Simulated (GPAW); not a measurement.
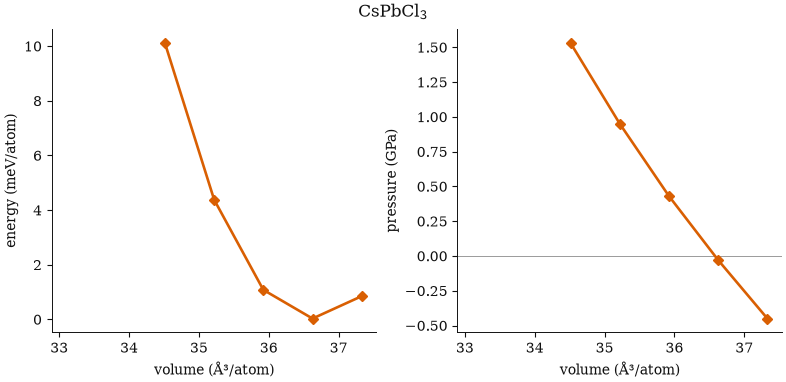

The plot gives the computed energy and pressure against volume for CsPbCl₃, space group Pm-3m (No. 221).

Starting cell:
```yaml
crystal:
  lattice:
    - [5.60500, 0.00000, 0.00000]
    - [0.00000, 5.60500, 0.00000]
    - [0.00000, 0.00000, 5.60500]
  atoms:
    - { symbol: Pb, position: [0.50000, 0.50000, 0.50000] }
    - { symbol: Cs, position: [0.00000, 0.00000, 0.00000] }
    - { symbol: Cl, position: [0.50000, 0.00000, 0.50000] }
    - { symbol: Cl, position: [0.00000, 0.50000, 0.50000] }
    - { symbol: Cl, position: [0.50000, 0.50000, 0.00000] }
```

How it was computed, with GPAW 26.7.0: PAW DFT in plane waves, on a grid or in atomic orbitals, no spin polarisation; energies at scaled volumes of the given cell, shape and fractions fixed, counted from the fit's minimum, third-order Birch-Murnaghan fit. Level: PBEint.

- k mesh: 4×4×4
- occupations: Fermi–Dirac
- smearing width: 0.05 eV
- potentials: PAW data sets made by gpaw setup for the functional
- wave cutoff: 600 eV
- program settings: basis pw

The points at volume 33.10 Å³/atom and 33.81 Å³/atom are left out of the plot. What values does the calculation give there?

```
volume (Å³/atom)  energy (meV/atom)  pressure (GPa)
           33.10              30.01            2.90
           33.81              18.54            2.18
```

Caveats: spin-orbit coupling left out, heavy elements.
